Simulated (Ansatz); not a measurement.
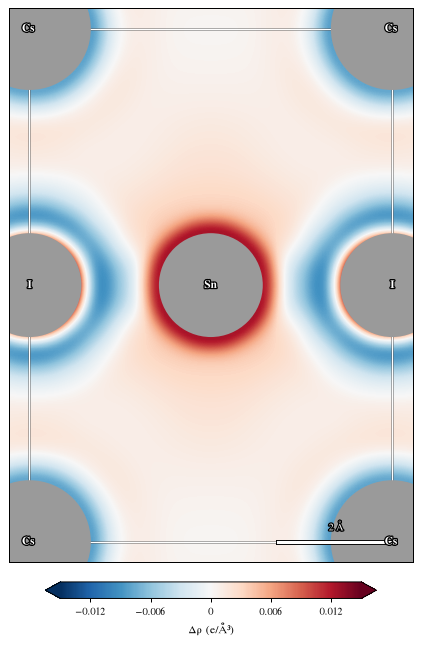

CsSnI3: difference of two self-consistent densities at the same geometry, ρ(LDA) − ρ(r2SCAN), on the (101̄) plane of the conventional cell. Grey discs cover the cores, where the PAW densities can't be compared. Cores are masked to 1.0 Å (Cs), 0.9 Å (Sn) and 0.9 Å (I).

Space group Pm-3m. Spin-orbit coupling, left out here, splits and shifts the levels of such heavy elements, by tenths of an eV up to several eV.

Both runs: Ansatz, scalar-relativistic, plane waves and PAW, same cutoff, k-points and PAW files (made with PBE).

```xyz
5
Lattice="6.2057 0.0000 0.0000 0.0000 6.2057 0.0000 0.0000 0.0000 6.2057" Properties=species:S:1:pos:R:3 pbc="T T T"
Cs    0.0000    0.0000    0.0000
Sn    3.1029    3.1029    3.1029
I     0.0000    3.1029    3.1029
I     3.1029    0.0000    3.1029
I     3.1029    3.1029    0.0000
```

**What differs between the two levels of theory?**

Against r2SCAN, and outside the masked cores, the largest gain lies at the edge of the masked core of Sn, and the largest loss, 0.009 e/Å³, lies 1.3 Å from an iodine nucleus and 1.8 Å from a tin one.
Bader charges are Cs +0.88, Sn +0.99 and I −0.62 e with r2SCAN and Cs +0.85, Sn +0.88 and I −0.58 e with LDA.
At this volume the pressure is 0 GPa with r2SCAN and −1 GPa with LDA.
The gap on the mesh is 0.42 eV with r2SCAN and 0.29 eV with LDA.

Run times: 25 s (LDA) and 37 s (base cell), on 2 threads of Arm Neoverse N1 (shared host).
